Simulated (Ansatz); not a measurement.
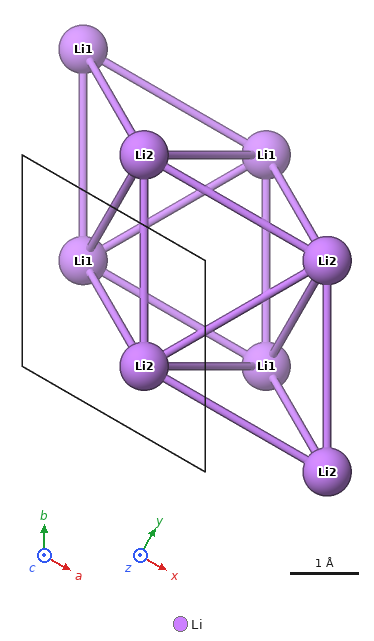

Energy scan for solid Li (P6_3/mmc), in which the cell is strained equally along x and y, with the atoms kept at their fractional coordinates. x, y and z are the Cartesian axes of the input. The picture shows the reference cell. Style: ball-and-stick. Shown: the cell of the calculation, repeated 2 × 2 × 1 with one cell outlined, along the c axis.

Computed with DFT PBEsol, scalar-relativistic, plane waves, PAW (Ansatz). (plane-wave cutoff 420 eV; k-point mesh 18 × 18 × 10; occupations gaussian; smearing width 0.15 eV; no spin polarisation). Energies (free energies at the smearing named) are counted from the cell as listed in its source, which wasn't relaxed.

```
Li
1.0
     3.11100    0.00000    0.00000
    -1.55550    2.69421    0.00000
     0.00000    0.00000    5.09300
Li
2
Direct
  0.33333 0.66667 0.25000
  0.66667 0.33333 0.75000
```

Q: Give the energy at each point (the strain: −0.0600, −0.0450, −0.0300, −0.0150, 0.0000, 0.0150, 0.0300, 0.0450, 0.0525, 0.0600).

A:
| strain | E − E(ref) (meV/atom) |
| --- | --- |
| −0.0600 | 5.8 |
| −0.0450 | 0.8 |
| −0.0300 | −1.6 |
| −0.0150 | −1.8 |
| 0.0000 | 0.0 |
| 0.0150 | 3.7 |
| 0.0300 | 9.0 |
| 0.0450 | 15.7 |
| 0.0525 | 19.6 |
| 0.0600 | 23.8 |

Of the computed points the lowest is at the strain −0.015, −1.8 meV/atom. At the ends of the scan the energy is 5.8 meV/atom (−0.06) and 23.8 meV/atom (0.06). The unrelaxed reference is under a pressure of −0.7 GPa, which tilts the curve. The distortion keeps the space group P6_3/mmc. At the strain −0.06 the cell of the drawing goes a 3.111 → 2.924 Å, b 3.111 → 2.924 Å.
